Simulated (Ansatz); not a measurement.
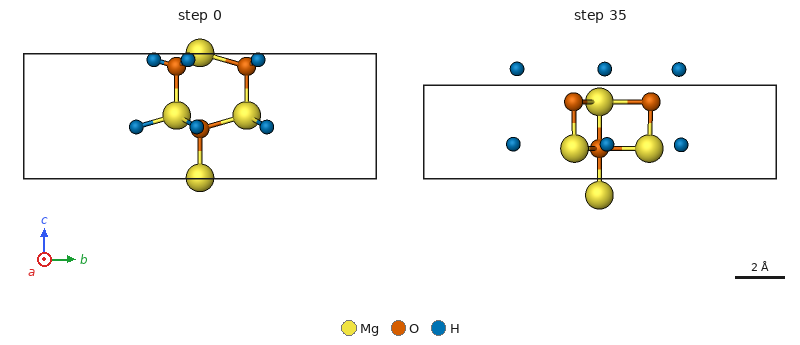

The structure of a wire of composition MgH$_{3}$O before (left) and after (right) a relaxation, at one scale.

The picture is a ball-and-stick view of the cell of the calculation, with the vacuum cut short, seen along the a axis.

Case: wire along [0 0 1], 8 atoms a period, capped with H.

Computed with DFT PBE, scalar-relativistic, plane waves, PAW (Ansatz).

Input file:
```yaml
crystal:
  lattice:
    - [15.2, 0.0, 0.0]
    - [0.0, 14.7, 0.0]
    - [0.0, 0.0, 5.1181270582]
  atoms:
    - { symbol: Mg, position: [0.5, 0.4955574009, 0.0061832458] }
    - { symbol: Mg, position: [0.3909510938, 0.4304565088, 0.5061832458] }
    - { symbol: Mg, position: [0.6090489062, 0.4304565088, 0.5061832458] }
    - { symbol: Mg, position: [0.5, 0.625759185, 0.5061832458] }
    - { symbol: O, position: [0.5, 0.4955574009, 0.3984167542] }
    - { symbol: O, position: [0.3909510938, 0.4304565088, 0.8984167542] }
    - { symbol: O, position: [0.6090489062, 0.4304565088, 0.8984167542] }
    - { symbol: O, position: [0.5, 0.625759185, 0.8984167542] }
    - { symbol: H, position: [0.3909510938, 0.3180251212, 0.4131251033] }
    - { symbol: H, position: [0.2967855651, 0.4866722026, 0.4131251033] }
    - { symbol: H, position: [0.6090489062, 0.3180251212, 0.4131251033] }
    - { symbol: H, position: [0.7032144349, 0.4866722026, 0.4131251033] }
    - { symbol: H, position: [0.4058344713, 0.6819748788, 0.4131251033] }
    - { symbol: H, position: [0.5941655287, 0.6819748788, 0.4131251033] }
    - { symbol: H, position: [0.3909510938, 0.3670504356, 0.9508972183] }
    - { symbol: H, position: [0.3378461154, 0.4621595454, 0.9508972183] }
    - { symbol: H, position: [0.6090489062, 0.3670504356, 0.9508972183] }
    - { symbol: H, position: [0.6621538846, 0.4621595454, 0.9508972183] }
    - { symbol: H, position: [0.4468950216, 0.6574622216, 0.9508972183] }
    - { symbol: H, position: [0.5531049784, 0.6574622216, 0.9508972183] }
basis:
  ecutwfc: 420
kpoints:
  mp_grid: { grid: [1, 1, 7] }
hamiltonian:
  xc: pbe
scf:
  occupations: { method: gaussian, width: 0.05 }
output:
  forces: true
  stress: true
  eigenvalues: true
  populations: true
  write_density: true
  write_potential: true
  elf: true
  volumetric_format: npy
relax:
  adjacent_minimum: "off"
  f_tol: 0.02
  max_steps: 45
  cell: { fix: [a, b, alpha, beta, gamma], stress_tol: 0.03 }
```

Command:
```bash
ansatz run input.yaml --threads 4 --pin off --max-ram 11264MiB --backend cpu --events-out ev --progress --plain --runs-dir out
```

Q: What changed between the two?

A: Over 32 accepted moves (35 points after the start) the energy falls by 7.951 eV per cell of the calculation. The largest force component goes from 2.2 to 0.014 eV/Å. The line search rejected the trial step at point 7 of the run. At 2 points the geometry stayed and the basis and grid were re-selected for the new cell (energy shift of 31.2 meV per cell of the calculation at most each time). The largest moves relative to the centre of the atoms, 1.77 Å, are those of H15 and H17. Largest moves by element: H 1.77 Å, Mg 0.72 Å, O 0.36 Å. Along the periodic axis the drawn cell goes c 5.118 → 3.826 Å (−25.3 %). Some distances before and after: O6–H15 0.970 → 2.687 Å, H10–H16 2.473 → 0.758 Å, O8–H19 0.970 → 2.668 Å, Mg1–O5 3.111 → 1.913 Å. New bonds form, among them: H10–H16 (2.47 → 0.76 Å), H11–H17 (2.47 → 0.76 Å), H12–H18 (2.47 → 0.76 Å), H13–H19 (2.47 → 0.76 Å). Bonds break, among them: Mg2–H10 (1.72 → 2.53 Å), Mg2–H9 (1.72 → 2.52 Å), Mg3–H11 (1.72 → 2.52 Å), Mg3–H12 (1.72 → 2.53 Å). Among the angles between lasting bonds that change: Mg1–O6–Mg2 106.1° → 87.9°, O5–Mg1–O6 106.1° → 90.0°, Mg1–O5–Mg2 106.1° → 90.0°. The run took 4.6 min on 4 threads of Intel(R) Xeon(R) Platinum 8488C (Sapphire Rapids), on a shared host, peak memory 1.7 GiB.
